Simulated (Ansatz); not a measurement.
# Geometry relaxation, with input and output: Br (part 2 of 2)

The same run, continued: Br (Im-3m, 1 atom in the cell); DFT, PBE, PAW with Ansatz's earlier generated frozen-core files (soft_1), scalar-relativistic, PAW set soft_1, no spin polarisation (Ansatz 0.2.0); cutoff 420 eV, 20×20×20 k-mesh, Fermi–Dirac smearing of 0.05 eV. The structure was built on a prototype by a generator; it need not be a known phase. It belongs to a series of runs on one base structure; here: cell and atoms relaxed from a first guess.

Geometry of the input (Å; fractional positions):
```
-1.4062  1.4062  1.4062
1.4062  -1.4062  1.4062
1.4062  1.4062  -1.4062
Br 0.0000  0.0000  0.0000
```

### Log, continued
```
SCF iter   1: F=—  HF=-2782.517122 eV  |F-HF|=—  |Δ(HF+E_count)|=         —  Δρ=3.55e-3  dr2=5.34e-4  ethr=1.77e-5  ⟨swp⟩=2.1  Hψ=21572  notcnv=0
preconditioner: auto → none  [metal: Δε(μ)=0.018 eV  Ē_g=16.745 eV  σ=0.050 eV  W_gap=0.09  n_scr=0 (ndim 8)  ℏωp=20.4 eV  f_vac=0.001  D(μ)=1.76/eV (n_scr^D=18)]
SCF iter   2: F=—  HF=-2782.517576 eV  |F-HF|=—  |Δ(HF+E_count)|=   4.54e-4  Δρ=1.73e-3  dr2=1.01e-4  ethr=7.64e-6  ⟨swp⟩=2.0  Hψ=2823  notcnv=0
SCF iter   3: F=—  HF=-2782.517772 eV  |F-HF|=—  |Δ(HF+E_count)|=   1.96e-4  Δρ=1.62e-4  dr2=8.81e-7  ethr=1.44e-6  ⟨swp⟩=2.1  Hψ=2757  notcnv=0
SCF iter   4: F=—  HF=-2782.517774 eV  |F-HF|=—  |Δ(HF+E_count)|=   2.40e-6  Δρ=9.47e-6  dr2=5.27e-9  ethr=1.26e-8  ⟨swp⟩=2.0  Hψ=2948  notcnv=0
SCF iter   5: F=—  HF=-2782.517774 eV  |F-HF|=—  |Δ(HF+E_count)|=   1.60e-8  Δρ=2.04e-6  dr2=2.05e-10  ethr=7.53e-11  ⟨swp⟩=2.1  Hψ=2888  notcnv=0
SCF iter   6: F=-2782.517774 eV  HF=-2782.517774 eV  |F-HF|=4.55e-13  |Δ(HF+E_count)|=  7.19e-11  Δρ=1.29e-7  dr2=1.24e-12  ethr=1.00e-12  ⟨swp⟩=5.6  Hψ=7084  notcnv=0
SCF 9 converged in 6 iterations: F = -2782.517774 eV  dr2 = 1.24e-12
  greatest PAW one-centre occupation: 0.934 electrons in one spin orbital (limit 2), on the Br atom at site 0 (counted from 0), in its partial waves of l = 0
relax step   9: F+E_penalty+E_count = -2782.51777446 eV  Δ(F+E_penalty+E_count) = -1.384e-1 eV  max|allowed force component| = 0.000e0 eV/Å  Δτ_max = 0.0000 Å  P = +5.695 GPa  Ω = 23.273 Å³  stress off target by 5.70e0 GPa  SCF on the basis re-selected at this cell (its energy is not comparable with the rows above)  (6 SCF iters)
basis re-selected at this cell: Δ(F+E_penalty+E_count) = -1.384e-1 eV, ΔP = +5.699 GPa vs the last step (what re-selecting the basis moved, of the pressure what is left beyond the Pulay correction that the steps carried, after the strain that the cell walked since its last selection, with what the two solves' SCF thresholds leave and, on support functions, any second-order correction that the steps lacked; it is no measure of the basis error at this ecutwfc). The dense FFT grid was sized anew with the basis: this SCF ran on 24×24×24 points, the steps before it on 18×18×18, so part of this shift can come from that change (see relax.cell in the input reference). This SCF's stress stands 5.70e0 GPa from its target on what of the cell is left free (relax.cell.stress_tol is 5.00e-2 GPa) and its largest allowed force component is 0.00e0 eV/Å (relax.f_tol is 5.00e-3 eV/Å): not within both, so this SCF does not close the relaxation
Crystal: 1 atoms, lattice volume = 25.319 Å³
Basis set: ecut = 420 eV, 531 PW (Γ), exchange–correlation on 48×48×48 points (8 copies of the dense FFT grid, shifted against one another)
iter 1 solved again at ethr=5.89e-6 eV; its pass at ethr=3.10e-3 eV (dr2=4.13e-4 eV) is discarded
SCF iter   1: F=—  HF=-2782.563494 eV  |F-HF|=—  |Δ(HF+E_count)|=         —  Δρ=1.08e-3  dr2=3.82e-4  ethr=5.89e-6  ⟨swp⟩=2.4  Hψ=20195  notcnv=0
preconditioner: auto → none  [metal: Δε(μ)=0.013 eV  Ē_g=16.295 eV  σ=0.050 eV  W_gap=0.06  n_scr=0 (ndim 8)  ℏωp=19.5 eV  f_vac=0.001  D(μ)=1.99/eV (n_scr^D=18)]
SCF iter   2: F=—  HF=-2782.563414 eV  |F-HF|=—  |Δ(HF+E_count)|=   7.92e-5  Δρ=3.72e-4  dr2=3.83e-5  ethr=5.46e-6  ⟨swp⟩=2.1  Hψ=2966  notcnv=0
SCF iter   3: F=—  HF=-2782.563428 eV  |F-HF|=—  |Δ(HF+E_count)|=   1.39e-5  Δρ=9.69e-5  dr2=1.80e-6  ethr=5.47e-7  ⟨swp⟩=2.6  Hψ=3081  notcnv=0
SCF iter   4: F=-2782.563430 eV  HF=-2782.563430 eV  |F-HF|=2.76e-9  |Δ(HF+E_count)|=   2.13e-6  Δρ=3.02e-6  dr2=1.14e-9  ethr=1.43e-9  ⟨swp⟩=6.3  Hψ=10830  notcnv=0
SCF 10 converged in 4 iterations: F = -2782.563430 eV  dr2 = 1.14e-9
  greatest PAW one-centre occupation: 0.932 electrons in one spin orbital (limit 2), on the Br atom at site 0 (counted from 0), in its partial waves of l = 0
relax step  10: F+E_penalty+E_count = -2782.56343045 eV  Δ(F+E_penalty+E_count) = -4.566e-2 eV  max|allowed force component| = 0.000e0 eV/Å  Δτ_max = 0.0000 Å  P = +1.794 GPa  Ω = 25.319 Å³  energy of the carried Pulay correction = -1.656e-4 eV  (4 SCF iters, dr2 threshold 1.00e-7 eV, accepted)
Crystal: 1 atoms, lattice volume = 26.709 Å³
iter 1 solved again at ethr=1.67e-6 eV; its pass at ethr=3.10e-3 eV (dr2=1.17e-4 eV) is discarded
SCF iter   1: F=—  HF=-2782.570775 eV  |F-HF|=—  |Δ(HF+E_count)|=         —  Δρ=5.43e-4  dr2=1.00e-4  ethr=1.67e-6  ⟨swp⟩=2.8  Hψ=20030  notcnv=0
preconditioner: auto → none  [metal: Δε(μ)=0.007 eV  Ē_g=16.029 eV  σ=0.050 eV  W_gap=0.04  n_scr=0 (ndim 8)  ℏωp=19.0 eV  f_vac=0.001  D(μ)=2.17/eV (n_scr^D=18)]
SCF iter   2: F=—  HF=-2782.570758 eV  |F-HF|=—  |Δ(HF+E_count)|=   1.62e-5  Δρ=1.90e-4  dr2=1.01e-5  ethr=1.43e-6  ⟨swp⟩=2.0  Hψ=2968  notcnv=0
SCF iter   3: F=—  HF=-2782.570766 eV  |F-HF|=—  |Δ(HF+E_count)|=   7.96e-6  Δρ=5.19e-5  dr2=5.67e-7  ethr=1.44e-7  ⟨swp⟩=2.5  Hψ=3037  notcnv=0
SCF iter   4: F=-2782.570767 eV  HF=-2782.570767 eV  |F-HF|=8.17e-10  |Δ(HF+E_count)|=   7.90e-7  Δρ=1.62e-6  dr2=2.81e-10  ethr=1.43e-9  ⟨swp⟩=8.0  Hψ=9720  notcnv=0
SCF 11 converged in 4 iterations: F = -2782.570767 eV  dr2 = 2.81e-10
relax step  11: F+E_penalty+E_count = -2782.57076715 eV  Δ(F+E_penalty+E_count) = -7.337e-3 eV  max|allowed force component| = 0.000e0 eV/Å  Δτ_max = 0.0000 Å  P = +0.026 GPa  Ω = 26.709 Å³  energy of the carried Pulay correction = -3.090e-4 eV  (4 SCF iters, dr2 threshold 1.00e-7 eV, accepted)
iter 1 solved again at ethr=8.22e-6 eV; its pass at ethr=3.10e-3 eV (dr2=5.75e-4 eV) is discarded
SCF iter   1: F=—  HF=-2782.570984 eV  |F-HF|=—  |Δ(HF+E_count)|=         —  Δρ=9.24e-5  dr2=2.48e-7  ethr=8.22e-6  ⟨swp⟩=2.2  Hψ=21611  notcnv=0
eigensolver tolerance schedule: the retry pair's looser diagonalisation over-reported the residual by 2319.73 of it (diagonalisation noise at an unbounded share of the residual, at the tolerance the schedule requests for it); recorded, not acted on — ethr = c·dr2/N_el stays at c = 1.0e-1
preconditioner: auto → none  [metal: Δε(μ)=0.007 eV  Ē_g=16.033 eV  σ=0.050 eV  W_gap=0.04  n_scr=0 (ndim 8)  ℏωp=19.0 eV  f_vac=0.001  D(μ)=2.17/eV (n_scr^D=18)]
SCF iter   2: F=—  HF=-2782.570987 eV  |F-HF|=—  |Δ(HF+E_count)|=   2.71e-6  Δρ=4.46e-5  dr2=5.53e-8  ethr=3.54e-9  ⟨swp⟩=2.9  Hψ=3310  notcnv=0
SCF iter   3: F=—  HF=-2782.570988 eV  |F-HF|=—  |Δ(HF+E_count)|=   4.98e-7  Δρ=3.34e-6  dr2=7.86e-10  ethr=7.90e-10  ⟨swp⟩=2.0  Hψ=2957  notcnv=0
SCF iter   4: F=—  HF=-2782.570988 eV  |F-HF|=—  |Δ(HF+E_count)|=   2.11e-9  Δρ=7.28e-7  dr2=3.20e-11  ethr=1.12e-11  ⟨swp⟩=2.2  Hψ=2941  notcnv=0
SCF iter   5: F=-2782.570988 eV  HF=-2782.570988 eV  |F-HF|=4.09e-12  |Δ(HF+E_count)|=  1.22e-10  Δρ=9.57e-8  dr2=4.87e-13  ethr=1.00e-12  ⟨swp⟩=5.6  Hψ=7454  notcnv=0
SCF 12 converged in 5 iterations: F = -2782.570988 eV  dr2 = 4.87e-13
  greatest PAW one-centre occupation: 0.931 electrons in one spin orbital (limit 2), on the Br atom at site 0 (counted from 0), in its partial waves of l = 0
relax step  12: F+E_penalty+E_count = -2782.57098771 eV  Δ(F+E_penalty+E_count) = -2.206e-4 eV  max|allowed force component| = 0.000e0 eV/Å  Δτ_max = 0.0000 Å  P = +0.032 GPa  Ω = 26.709 Å³  stress off target by 3.19e-2 GPa  SCF on the basis re-selected at this cell (its energy is not comparable with the rows above)  (5 SCF iters)
```

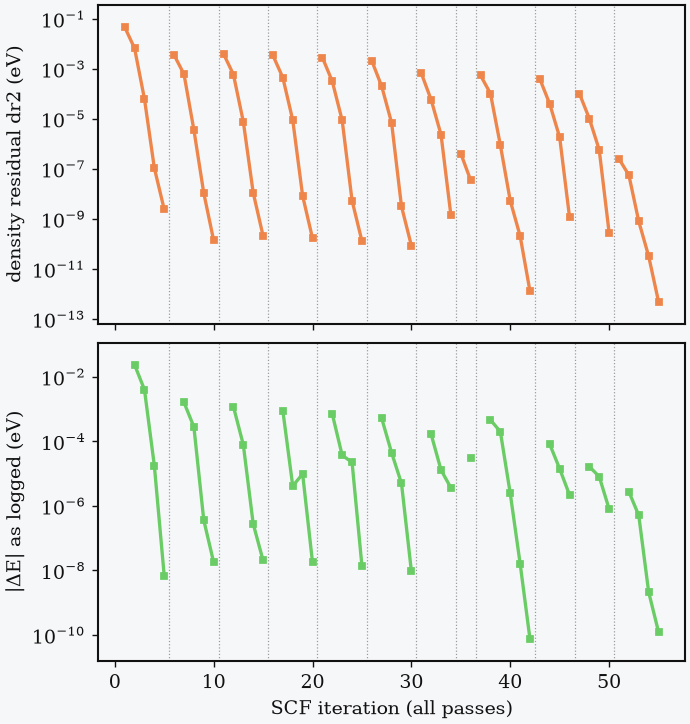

Convergence of the self-consistent field: density residual dr2 and size of the energy change against the SCF iteration. The dotted lines part the SCF passes of the relaxation: geometry steps, rejected trials and re-solves on a re-selected basis. The 12 passes take 2 to 6 iterations each, 55 in all.

```
basis re-selected at this cell: Δ(F+E_penalty+E_count) = -2.206e-4 eV, ΔP = +0.006 GPa vs the last step (what re-selecting the basis moved, of the pressure what is left beyond the Pulay correction that the steps carried, after the strain that the cell walked since its last selection, with what the two solves' SCF thresholds leave and, on support functions, any second-order correction that the steps lacked; it is no measure of the basis error at this ecutwfc). This SCF's stress stands 3.19e-2 GPa from its target on what of the cell is left free (relax.cell.stress_tol is 5.00e-2 GPa) and its largest allowed force component is 0.00e0 eV/Å (relax.f_tol is 5.00e-3 eV/Å): within both
SCF converged after 5 iterations
Free energy (F): -2782.570988 eV
Harris-Foulkes:  -2782.570988 eV  (|F-HF|=4.09e-12)
Internal energy: -2782.553357 eV  (E = F + TS)
E sigma→0 (E₀):  -2782.562173 eV
Entropy (-TS):   -0.017630 eV (-17.630 meV/atom)
Fermi energy:    3.958735 eV
--- Per-component energies (eV) ---
  E_band       = -10.246702
  E_kinetic    = 129.345202
  E_local      = -148.256575  (includes V_loc(G=0)·N_el)
  E_nonlocal   = 51.540753
  E_hartree    = 34.418699
  E_xc         = -194.780496
  E_vxc        = -106.214475  (∫ρ·V_xc dr)
  E_paw        = -2313.917266  (= ΣΔE_a)
  E_vpaw       = -5.499004  (= ΣTr[D̂ρ^β])
  E_aug_tail   = -0.000001  (compensation charges beyond the density's cutoff)
  E_ewald      = -340.903673
  E_smearing   = -0.017630  (= −TS)
  E_closure    = -0.000000  (closes the sum)
  Σ components = -2782.570988   (vs F -2782.570988, Δ=0.00e0)
--- Forces (eV/Å), atoms counted from 1 ---
  atom   1  Br     0.00000000     0.00000000     0.00000000
  max |Σ_I F_I| component: 2.96e-31 eV/Å
--- Stress (GPa, compression-positive) ---
        0.031865      -0.000000      -0.000000
        0.000000       0.031865       0.000000
        0.000000       0.000000       0.031865
  P = ⅓ Tr σ = 0.0319 GPa (0.319 kbar)
--- Band table (eV; the first three rows and the last of 256) ---
  k-point 0: bands = ["-11.3541", "4.6767", "4.6767", "4.6767", "11.7581", "16.6789", "16.6789", "16.6789"]
  k-point 1: bands = ["-11.3264", "4.4886", "4.6306", "4.6708", "11.9413", "16.5310", "16.6096", "16.8199"]
  k-point 2: bands = ["-11.2444", "3.9866", "4.5007", "4.6534", "12.4012", "16.1573", "16.3544", "17.2342"]
  k-point 255: bands = ["-9.0743", "1.4212", "1.4212", "1.4212", "10.4310", "10.4310", "23.7833", "23.7833"]
--- Relaxed structure (10 steps of the walk, 10 accepted, 2 SCFs on fresh bases) ---
  F+E_penalty+E_count = -2782.57098771 eV   max|allowed force component| = 0.000e0 eV/Å   (the final SCF, on the basis selected at the relaxed cell)
  cell:  # Å, volume = 26.7090 Å³
    - [-1.8830685218665035, 1.8830685218665035, 1.8830685218665035]
    - [1.8830685218665035, -1.8830685218665035, 1.8830685218665035]
    - [1.8830685218665035, 1.8830685218665035, -1.8830685218665035]
  atoms:
    - { symbol: Br, position: [0.0, 0.0, 0.0] }
```

### File rho_z.tsv
```
# z_ang	rho[e/angstrom^3]
# format = ansatz-planar-average/11
# lattice	-1.883068522	1.883068522	1.883068522
# lattice	1.883068522	-1.883068522	1.883068522
# lattice	1.883068522	1.883068522	-1.883068522
# sites	1
# site	35	0.000000000	0.000000000	0.000000000
0.000000	3.881075e-1
0.135899	3.891702e-1
0.271798	3.899318e-1
0.407696	3.841298e-1
0.543595	3.649362e-1
0.679494	3.294918e-1
0.815393	2.814169e-1
0.951291	2.289734e-1
1.087190	1.806425e-1
1.223089	1.418749e-1
1.358988	1.146622e-1
1.494886	9.886092e-2
1.630785	9.371539e-2
1.766684	9.886092e-2
1.902583	1.146622e-1
2.038481	1.418749e-1
2.174380	1.806425e-1
2.310279	2.289734e-1
2.446178	2.814169e-1
2.582077	3.294918e-1
2.717975	3.649362e-1
2.853874	3.841298e-1
2.989773	3.899318e-1
3.125672	3.891702e-1
```

### Trajectory as extended XYZ (Å, eV, eV/Å), 12 frames, from step=1 to step=12
```
1
Lattice="-1.4062 1.4062 1.4062 1.4062 -1.4062 1.4062 1.4062 1.4062 -1.4062" Properties=species:S:1:pos:R:3:forces:R:3 step=1 energy=-2777.97303 pressure_GPa=214.71
Br    0.0000    0.0000    0.0000    0.0000   0.0000   0.0000
1
Lattice="-1.4748 1.4748 1.4748 1.4748 -1.4748 1.4748 1.4748 1.4748 -1.4748" Properties=species:S:1:pos:R:3:forces:R:3 step=2 energy=-2779.76993 pressure_GPa=130.05
Br    0.0000    0.0000    0.0000    0.0000   0.0000   0.0000
1
Lattice="-1.5434 1.5434 1.5434 1.5434 -1.5434 1.5434 1.5434 1.5434 -1.5434" Properties=species:S:1:pos:R:3:forces:R:3 step=3 energy=-2780.94997 pressure_GPa=76.72
Br    0.0000    0.0000    0.0000    0.0000   0.0000   0.0000
1
Lattice="-1.6119 1.6119 1.6119 1.6119 -1.6119 1.6119 1.6119 1.6119 -1.6119" Properties=species:S:1:pos:R:3:forces:R:3 step=4 energy=-2781.69611 pressure_GPa=43.05
Br    0.0000    0.0000    0.0000    0.0000   0.0000   0.0000
1
Lattice="-1.6822 1.6822 1.6822 1.6822 -1.6822 1.6822 1.6822 1.6822 -1.6822" Properties=species:S:1:pos:R:3:forces:R:3 step=5 energy=-2782.13973 pressure_GPa=21.00
Br    0.0000    0.0000    0.0000    0.0000   0.0000   0.0000
1
Lattice="-1.7525 1.7525 1.7525 1.7525 -1.7525 1.7525 1.7525 1.7525 -1.7525" Properties=species:S:1:pos:R:3:forces:R:3 step=6 energy=-2782.34515 pressure_GPa=6.66
Br    0.0000    0.0000    0.0000    0.0000   0.0000   0.0000
1
Lattice="-1.7999 1.7999 1.7999 1.7999 -1.7999 1.7999 1.7999 1.7999 -1.7999" Properties=species:S:1:pos:R:3:forces:R:3 step=7 energy=-2782.37932 pressure_GPa=-0.17
Br    0.0000    0.0000    0.0000    0.0000   0.0000   0.0000
1
Lattice="-1.7986 1.7986 1.7986 1.7986 -1.7986 1.7986 1.7986 1.7986 -1.7986" Properties=species:S:1:pos:R:3:forces:R:3 step=8 energy=-2782.37936 pressure_GPa=-0.00
Br    0.0000    0.0000    0.0000    0.0000   0.0000   0.0000
1
Lattice="-1.7986 1.7986 1.7986 1.7986 -1.7986 1.7986 1.7986 1.7986 -1.7986" Properties=species:S:1:pos:R:3:forces:R:3 step=9 energy=-2782.51777 pressure_GPa=5.70
Br    0.0000    0.0000    0.0000    0.0000   0.0000   0.0000
1
Lattice="-1.8498 1.8498 1.8498 1.8498 -1.8498 1.8498 1.8498 1.8498 -1.8498" Properties=species:S:1:pos:R:3:forces:R:3 step=10 energy=-2782.56343 pressure_GPa=1.79
Br    0.0000    0.0000    0.0000    0.0000   0.0000   0.0000
1
Lattice="-1.8831 1.8831 1.8831 1.8831 -1.8831 1.8831 1.8831 1.8831 -1.8831" Properties=species:S:1:pos:R:3:forces:R:3 step=11 energy=-2782.57077 pressure_GPa=0.03
Br    0.0000    0.0000    0.0000    0.0000   0.0000   0.0000
1
Lattice="-1.8831 1.8831 1.8831 1.8831 -1.8831 1.8831 1.8831 1.8831 -1.8831" Properties=species:S:1:pos:R:3:forces:R:3 step=12 energy=-2782.57099 pressure_GPa=0.03
Br    0.0000    0.0000    0.0000    0.0000   0.0000   0.0000
```

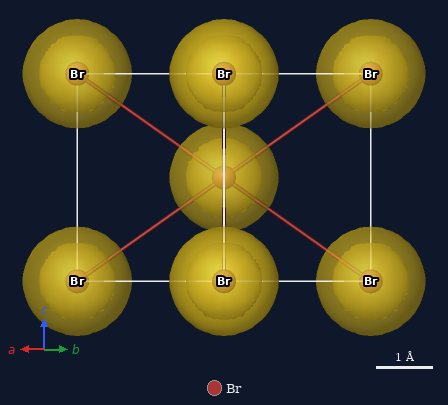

Isosurface of the ELF at 0.85 (yellow), seen along [110]. Core shells and regions of very low density are left out. Sticks mark near contacts. The outline is the cell set on symmetry axes. Along the contacts the grid gives the following. Core electrons are frozen (PAW), so the fields are smoothed inside the atomic spheres.

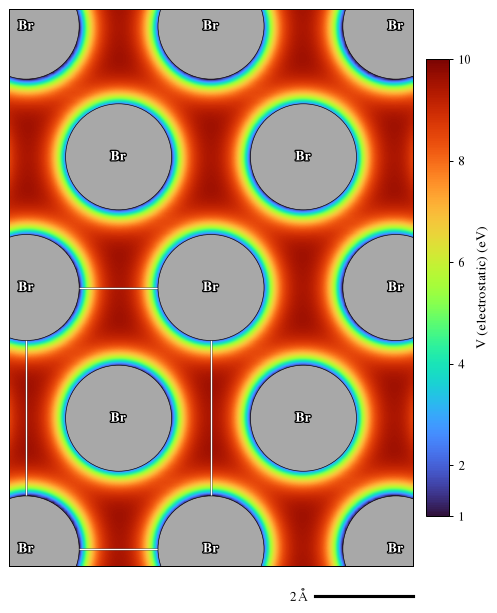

Electrostatic potential (local pseudopotential plus Hartree) felt by an electron on the (011̄) plane of the conventional cell. Grey discs, where drawn, cover atomic cores. The section cuts through Br sites. Outside the cores the potential energy rises away from the atoms and is highest about 2.0 Å from the nearest atoms; outside the discs it spans about 8 eV, and its zero is arbitrary.
